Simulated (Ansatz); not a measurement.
# Run report: Zr₁₈HS₃₆ (charge +1), single-point calculation (part 3 of 3)

Zr₁₈HS₃₆ (defect cell, 55 atoms in the cell, total charge +1); DFT PBE, scalar-relativistic, plane waves, PAW, spin-polarised (Ansatz 0.2.0); cutoff 420 eV, 3×3×1 k-mesh, Gaussian smearing of 0.05 eV, collinear spins. The structure derives from a Materials Project entry.

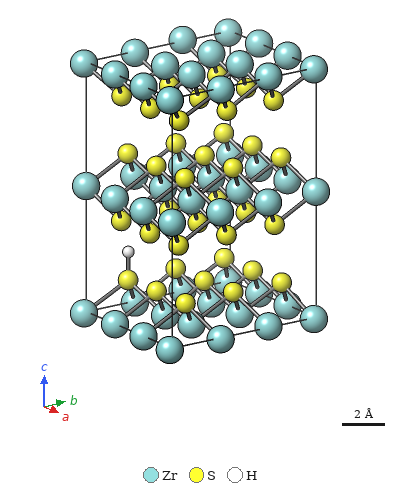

**Figure 1.** The input geometry (ball-and-stick view of the cell of the calculation, seen slightly off an axis). An atom can appear more than once, as a periodic image.

### Key numbers

```csv
quantity,value
outcome,converged
electrons treated,432
free energy,−107890.1383 eV
Fermi energy,6.936 eV
gap on the k-point mesh,0.89 eV
net moment of the cell,0.00 μB
integrated absolute moment,0.00 μB
largest force (length of the vector),0.109 eV/Å
hardware,"8 threads of Arm Neoverse N1, 98 GiB of memory available, shared host"
wall time,6.9 min (CPU time 52 min)
peak memory,12 GiB
```

### Remarks

The program warns: some starting moments were not kept. The cell is charged and computed with a neutralising background, so its energy and pressure depend on the cell and aren't those of a real crystal.
